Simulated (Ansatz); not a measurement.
Run report: TiSi₂, geometry relaxation (part 3 of 3)

The same run, continued: TiSi₂ (slab, 18 atoms in the cell); DFT r2SCAN, scalar-relativistic, plane waves, PAW, no spin polarisation (Ansatz 0.2.0); cutoff 500 eV, 8×8×1 k-mesh, Gaussian smearing of 0.1 eV. The structure derives from an entry of the Crystallography Open Database. It belongs to a series of runs on one base structure; here: (0 1 0) slab, atoms relaxed.

Geometry of the input (Å; fractional positions):
```
4.7807  0.0000  0.0000
-2.3903  4.2581  0.0000
0.0000  0.0000  26.7278
Si 0.0000  0.0000  0.2806
Ti 0.5000  0.5000  0.3075
Si 0.5000  0.0000  0.3344
Si 0.0000  0.5000  0.3576
Ti 0.0000  0.0000  0.3845
Si 0.5000  0.5000  0.4114
Si 0.5000  0.0000  0.4346
Ti 0.0000  0.5000  0.4615
Si 0.0000  0.0000  0.4884
Si 0.5000  0.5000  0.5116
Ti 0.5000  0.0000  0.5385
Si 0.0000  0.5000  0.5654
Si 0.0000  0.0000  0.5886
Ti 0.5000  0.5000  0.6155
Si 0.5000  0.0000  0.6424
Si 0.0000  0.5000  0.6656
Ti 0.0000  0.0000  0.6925
Si 0.5000  0.5000  0.7194
```

## Output, continued
```
  k-point 2: bands = ["-55.5648", "-55.5648", "-55.2877", "-55.2799", "-55.1982", "-55.1982", "-30.9626", "-30.9626", "-30.8286", "-30.8286", "-30.6865", "-30.6864", "-30.6030", "-30.5929", "-30.5637", "-30.5629", "-30.5301", "-30.5116", "-30.4836", "-30.4836", "-30.4367", "-30.4356", "-30.4210", "-30.4169", "-9.1212", "-8.5034", "-7.6007", "-6.3435", "-5.4204", "-5.0257", "-4.6554", "-4.2362", "-3.3371", "-3.3086", "-2.1026", "-2.0038", "-0.9363", "-0.6943", "-0.5729", "-0.5604", "-0.2661", "-0.2016", "0.0357", "0.3421", "0.4835", "0.6126", "0.7416", "1.0630", "1.2874", "1.6613", "1.7783", "1.7840", "1.9061", "2.0955", "2.0995", "2.1050", "2.3665", "2.5624", "2.8147", "2.9275", "3.2048", "3.2811", "4.1664", "4.1887", "4.1920", "4.6282", "4.7422", "5.0869", "5.2380", "5.2614", "6.2359", "6.3042", "6.3204", "6.3755", "6.5775", "6.6396", "6.6523", "6.8713"]
  k-point 33: bands = ["-55.5648", "-55.5648", "-55.2887", "-55.2777", "-55.1987", "-55.1987", "-30.9606", "-30.9606", "-30.8320", "-30.8320", "-30.6864", "-30.6862", "-30.6020", "-30.5889", "-30.5767", "-30.5623", "-30.5430", "-30.5076", "-30.4846", "-30.4838", "-30.4305", "-30.4271", "-30.4262", "-30.4216", "-7.9123", "-7.6125", "-7.5043", "-6.3660", "-5.7820", "-5.4731", "-5.2930", "-5.0951", "-4.6157", "-2.8013", "-2.5312", "-2.3471", "-1.9477", "-1.7951", "-1.6410", "-1.2290", "-0.3868", "-0.2952", "-0.1319", "0.0237", "1.0521", "1.2889", "1.3069", "1.6774", "1.7156", "1.8326", "1.8626", "2.1887", "2.3843", "2.4194", "2.4901", "3.0201", "3.0828", "3.2244", "3.5709", "3.6619", "3.7499", "3.8302", "4.4058", "4.4107", "4.4398", "4.7121", "4.8663", "4.9992", "5.4150", "5.5685", "5.7670", "5.8286", "5.8893", "6.0067", "6.2673", "6.3357", "6.4046", "6.4791"]
--- Relaxed structure (6 steps of the walk, 6 accepted, 0 SCFs on fresh bases) ---
  F+E_penalty+E_count = -22699.64695503 eV   max|allowed force component| = 7.814e-3 eV/Å
  atoms:
    - { symbol: Si, position: [6.328055602593022e-34, -4.3407929294723894e-34, 0.28767748534797005] }
    - { symbol: Ti, position: [0.5, 0.5000000000000001, 0.3092782686339011] }
    - { symbol: Si, position: [0.5, -6.149980141756104e-34, 0.33378195353034956] }
    - { symbol: Si, position: [5.551115123125783e-17, 0.5000000000000001, 0.3502498076024915] }
    - { symbol: Ti, position: [-1.2984362453787172e-33, 2.098782804249964e-33, 0.38670325719290755] }
    - { symbol: Si, position: [0.5, 0.5000000000000001, 0.41162347724272075] }
    - { symbol: Si, position: [0.5, 4.083235027723663e-35, 0.43363782331517386] }
    - { symbol: Ti, position: [5.551115123125783e-17, 0.5000000000000001, 0.45926404664367676] }
    - { symbol: Si, position: [1.9213551444470837e-34, -3.88849612640146e-34, 0.48816498653016716] }
    - { symbol: Si, position: [0.5, 0.5000000000000001, 0.5118350137961105] }
    - { symbol: Ti, position: [0.5, -7.506870550968892e-34, 0.5407359545562596] }
    - { symbol: Si, position: [5.551115123125783e-17, 0.5000000000000001, 0.566362176984358] }
    - { symbol: Si, position: [5.276974199646725e-34, -1.0672948172465396e-33, 0.5883765223842163] }
    - { symbol: Ti, position: [0.5, 0.5000000000000001, 0.6132967418384093] }
    - { symbol: Si, position: [0.5, 2.279701525478336e-33, 0.6497501922466549] }
    - { symbol: Si, position: [5.551115123125783e-17, 0.5000000000000001, 0.6662180464697511] }
    - { symbol: Ti, position: [-7.892800084706034e-34, 1.5560266405648492e-33, 0.6907217317712364] }
    - { symbol: Si, position: [0.5, 0.5000000000000001, 0.7123225139136463] }
```

## Trajectory as extended XYZ (Å, eV, eV/Å), 6 frames, from step=1 to step=6
```
18
Lattice="4.7807 0.0000 0.0000 -2.3903 4.2581 0.0000 0.0000 0.0000 26.7278" Properties=species:S:1:pos:R:3:forces:R:3 step=1 energy=-22699.31574
Si    0.0000    0.0000    7.5000    0.0000   0.0000   0.6838
Ti    1.1952    2.1291    8.2189    0.0000   0.0000   0.3107
Si    2.3903    0.0000    8.9378    0.0000   0.0000  -0.2803
Si   -1.1952    2.1291    9.5580    0.0000   0.0000  -0.6414
Ti    0.0000    0.0000   10.2769    0.0000   0.0000   0.2703
Si    1.1952    2.1291   10.9958    0.0000   0.0000  -0.0345
Si    2.3903    0.0000   11.6160    0.0000   0.0000  -0.1590
Ti   -1.1952    2.1291   12.3349    0.0000   0.0000  -0.3244
Si    0.0000    0.0000   13.0538    0.0000   0.0000  -0.1094
Si    1.1952    2.1291   13.6740    0.0000   0.0000   0.1094
Ti    2.3903    0.0000   14.3929    0.0000   0.0000   0.3244
Si   -1.1952    2.1291   15.1118    0.0000   0.0000   0.1590
Si    0.0000    0.0000   15.7320    0.0000   0.0000   0.0345
Ti    1.1952    2.1291   16.4509    0.0000   0.0000  -0.2703
Si    2.3903    0.0000   17.1698    0.0000   0.0000   0.6414
Si   -1.1952    2.1291   17.7900    0.0000   0.0000   0.2803
Ti    0.0000    0.0000   18.5089    0.0000   0.0000  -0.3107
Si    1.1952    2.1291   19.2278    0.0000   0.0000  -0.6838
18
Lattice="4.7807 0.0000 0.0000 -2.3903 4.2581 0.0000 0.0000 0.0000 26.7278" Properties=species:S:1:pos:R:3:forces:R:3 step=2 energy=-22699.59168
Si    0.0000    0.0000    7.6943    0.0000   0.0000  -0.0336
Ti    1.1952    2.1291    8.3044    0.0000   0.0000  -0.1365
Si    2.3903    0.0000    8.9292    0.0000   0.0000  -0.0730
Si   -1.1952    2.1291    9.4848    0.0000   0.0000  -0.3794
Ti    0.0000    0.0000   10.3222    0.0000   0.0000   0.3559
Si    1.1952    2.1291   10.9995    0.0000   0.0000   0.1503
Si    2.3903    0.0000   11.6012    0.0000   0.0000   0.0281
Ti   -1.1952    2.1291   12.2875    0.0000   0.0000   0.0515
Si    0.0000    0.0000   13.0460    0.0000   0.0000  -0.0079
Si    1.1952    2.1291   13.6817    0.0000   0.0000   0.0079
Ti    2.3903    0.0000   14.4402    0.0000   0.0000  -0.0515
Si   -1.1952    2.1291   15.1266    0.0000   0.0000  -0.0281
Si    0.0000    0.0000   15.7283    0.0000   0.0000  -0.1503
Ti    1.1952    2.1291   16.4056    0.0000   0.0000  -0.3559
Si    2.3903    0.0000   17.2429    0.0000   0.0000   0.3794
Si   -1.1952    2.1291   17.7985    0.0000   0.0000   0.0730
Ti    0.0000    0.0000   18.4234    0.0000   0.0000   0.1365
Si    1.1952    2.1291   19.0334    0.0000   0.0000   0.0336
18
Lattice="4.7807 0.0000 0.0000 -2.3903 4.2581 0.0000 0.0000 0.0000 26.7278" Properties=species:S:1:pos:R:3:forces:R:3 step=3 energy=-22699.63879
Si    0.0000    0.0000    7.7006    0.0000   0.0000  -0.0700
Ti    1.1952    2.1291    8.2641    0.0000   0.0000   0.0538
Si    2.3903    0.0000    8.8869    0.0000   0.0000   0.1276
Si   -1.1952    2.1291    9.3913    0.0000   0.0000  -0.0716
Ti    0.0000    0.0000   10.3405    0.0000   0.0000  -0.0288
Si    1.1952    2.1291   10.9986    0.0000   0.0000   0.0120
Si    2.3903    0.0000   11.5967    0.0000   0.0000  -0.0363
Ti   -1.1952    2.1291   12.2744    0.0000   0.0000   0.0129
Si    0.0000    0.0000   13.0468    0.0000   0.0000   0.0287
Si    1.1952    2.1291   13.6809    0.0000   0.0000  -0.0287
Ti    2.3903    0.0000   14.4534    0.0000   0.0000  -0.0129
Si   -1.1952    2.1291   15.1311    0.0000   0.0000   0.0363
Si    0.0000    0.0000   15.7292    0.0000   0.0000  -0.0120
Ti    1.1952    2.1291   16.3872    0.0000   0.0000   0.0288
Si    2.3903    0.0000   17.3365    0.0000   0.0000   0.0716
Si   -1.1952    2.1291   17.8409    0.0000   0.0000  -0.1276
Ti    0.0000    0.0000   18.4637    0.0000   0.0000  -0.0538
Si    1.1952    2.1291   19.0272    0.0000   0.0000   0.0700
18
Lattice="4.7807 0.0000 0.0000 -2.3903 4.2581 0.0000 0.0000 0.0000 26.7278" Properties=species:S:1:pos:R:3:forces:R:3 step=4 energy=-22699.64523
Si    0.0000    0.0000    7.6929    0.0000   0.0000  -0.0117
Ti    1.1952    2.1291    8.2718    0.0000   0.0000  -0.0115
Si    2.3903    0.0000    8.9070    0.0000   0.0000   0.0615
Si   -1.1952    2.1291    9.3772    0.0000   0.0000  -0.0294
Ti    0.0000    0.0000   10.3389    0.0000   0.0000  -0.0157
Si    1.1952    2.1291   11.0023    0.0000   0.0000   0.0056
Si    2.3903    0.0000   11.5956    0.0000   0.0000  -0.0262
Ti   -1.1952    2.1291   12.2746    0.0000   0.0000   0.0123
Si    0.0000    0.0000   13.0485    0.0000   0.0000   0.0082
Si    1.1952    2.1291   13.6792    0.0000   0.0000  -0.0082
Ti    2.3903    0.0000   14.4532    0.0000   0.0000  -0.0123
Si   -1.1952    2.1291   15.1322    0.0000   0.0000   0.0262
Si    0.0000    0.0000   15.7254    0.0000   0.0000  -0.0056
Ti    1.1952    2.1291   16.3889    0.0000   0.0000   0.0157
Si    2.3903    0.0000   17.3506    0.0000   0.0000   0.0294
Si   -1.1952    2.1291   17.8208    0.0000   0.0000  -0.0615
Ti    0.0000    0.0000   18.4560    0.0000   0.0000   0.0115
Si    1.1952    2.1291   19.0348    0.0000   0.0000   0.0117
18
Lattice="4.7807 0.0000 0.0000 -2.3903 4.2581 0.0000 0.0000 0.0000 26.7278" Properties=species:S:1:pos:R:3:forces:R:3 step=5 energy=-22699.64696
Si    0.0000    0.0000    7.6890    0.0000   0.0000  -0.0019
Ti    1.1952    2.1291    8.2663    0.0000   0.0000   0.0079
Si    2.3903    0.0000    8.9212    0.0000   0.0000   0.0072
Si   -1.1952    2.1291    9.3614    0.0000   0.0000  -0.0027
Ti    0.0000    0.0000   10.3357    0.0000   0.0000   0.0034
Si    1.1952    2.1291   11.0018    0.0000   0.0000   0.0005
Si    2.3903    0.0000   11.5902    0.0000   0.0000  -0.0013
Ti   -1.1952    2.1291   12.2751    0.0000   0.0000  -0.0017
Si    0.0000    0.0000   13.0476    0.0000   0.0000   0.0066
Si    1.1952    2.1291   13.6802    0.0000   0.0000  -0.0066
Ti    2.3903    0.0000   14.4527    0.0000   0.0000   0.0017
Si   -1.1952    2.1291   15.1376    0.0000   0.0000   0.0013
Si    0.0000    0.0000   15.7260    0.0000   0.0000  -0.0005
Ti    1.1952    2.1291   16.3921    0.0000   0.0000  -0.0034
Si    2.3903    0.0000   17.3664    0.0000   0.0000   0.0027
Si   -1.1952    2.1291   17.8065    0.0000   0.0000  -0.0072
Ti    0.0000    0.0000   18.4614    0.0000   0.0000  -0.0079
Si    1.1952    2.1291   19.0388    0.0000   0.0000   0.0019
18
Lattice="4.7807 0.0000 0.0000 -2.3903 4.2581 0.0000 0.0000 0.0000 26.7278" Properties=species:S:1:pos:R:3:forces:R:3 step=6 energy=-22699.64696
Si    0.0000    0.0000    7.6890    0.0000   0.0000  -0.0019
Ti    1.1952    2.1291    8.2663    0.0000   0.0000   0.0078
Si    2.3903    0.0000    8.9212    0.0000   0.0000   0.0072
Si   -1.1952    2.1291    9.3614    0.0000   0.0000  -0.0028
Ti    0.0000    0.0000   10.3357    0.0000   0.0000   0.0033
Si    1.1952    2.1291   11.0018    0.0000   0.0000   0.0006
Si    2.3903    0.0000   11.5902    0.0000   0.0000  -0.0014
Ti   -1.1952    2.1291   12.2751    0.0000   0.0000  -0.0018
Si    0.0000    0.0000   13.0476    0.0000   0.0000   0.0067
Si    1.1952    2.1291   13.6802    0.0000   0.0000  -0.0067
Ti    2.3903    0.0000   14.4527    0.0000   0.0000   0.0018
Si   -1.1952    2.1291   15.1376    0.0000   0.0000   0.0014
Si    0.0000    0.0000   15.7260    0.0000   0.0000  -0.0006
Ti    1.1952    2.1291   16.3921    0.0000   0.0000  -0.0033
Si    2.3903    0.0000   17.3664    0.0000   0.0000   0.0028
Si   -1.1952    2.1291   17.8065    0.0000   0.0000  -0.0072
Ti    0.0000    0.0000   18.4614    0.0000   0.0000  -0.0078
Si    1.1952    2.1291   19.0388    0.0000   0.0000   0.0019
```

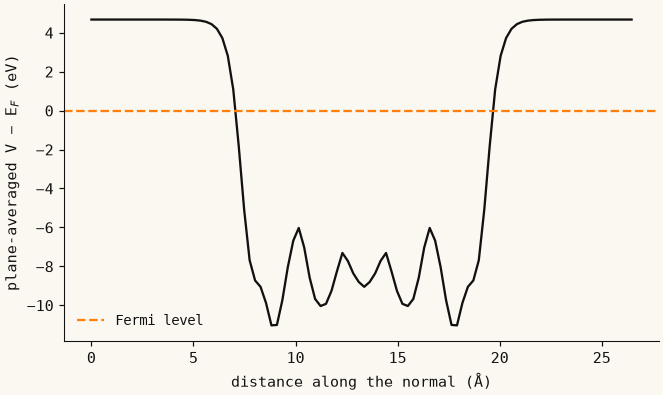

Plane average of the electrostatic potential energy of an electron across the cell, from the Fermi level. The vacuum level lies 4.68 eV above the Fermi level.

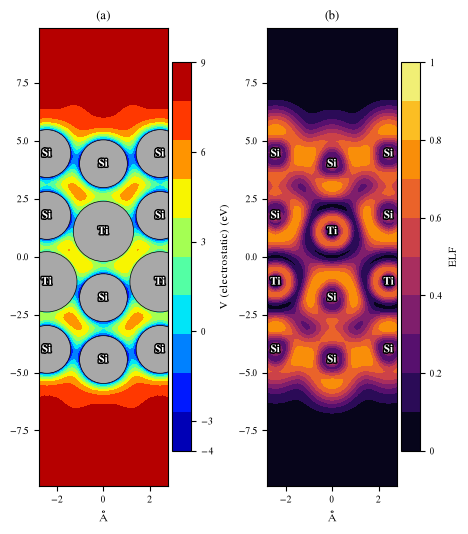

(a) electrostatic potential energy of an electron; (b) electron localisation function on the (11̄0) plane of the calculation cell, a cut from vacuum to vacuum. Grey discs, where drawn, cover atomic cores. Si–Si (2.48 Å): the ELF peaks at about 0.75 between the atoms, as expected for localised, shared-pair bonding. Ti–Si (2.54 Å): the ELF is about 0.40 at the midpoint. The strong features right at Ti lie inside the PAW spheres (semicore, d or f shells) and say nothing about bonding. The fields are those of the smooth PAW valence density.

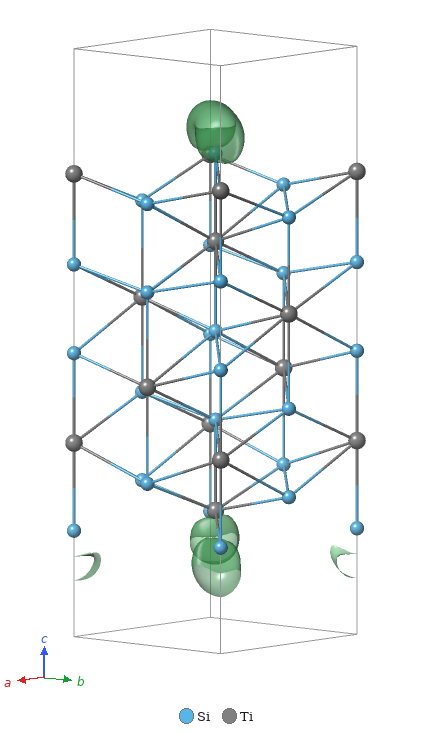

Isosurface of the ELF at 0.85 (green), seen at an oblique angle. Only the valence region is drawn (cores and ρ < 0.01 e/Å³ removed). Sticks mark near contacts. Along the contacts the grid gives the following. Si–Si (2.48 Å): the ELF peaks at about 0.75 between the atoms (a covalent bond). Ti–Si (2.51 Å): the ELF is about 0.50 at the midpoint.

## Key numbers

```csv
quantity,value
outcome,converged
electrons treated,120
free energy,−22699.6470 eV
"work function, top face",4.68 eV
"work function, bottom face",4.68 eV
Fermi energy,3.410 eV
gap on the k-point mesh,none (metallic)
final volume,544.09 Å³
work function (upper face),4.68 eV
largest force (length of the vector) at the end,0.008 eV/Å
wall time,17 min (CPU time 33 min)
peak memory,3 GiB
```

## Notes

The program warns: the exchange-correlation potential is rough where the density is thin.
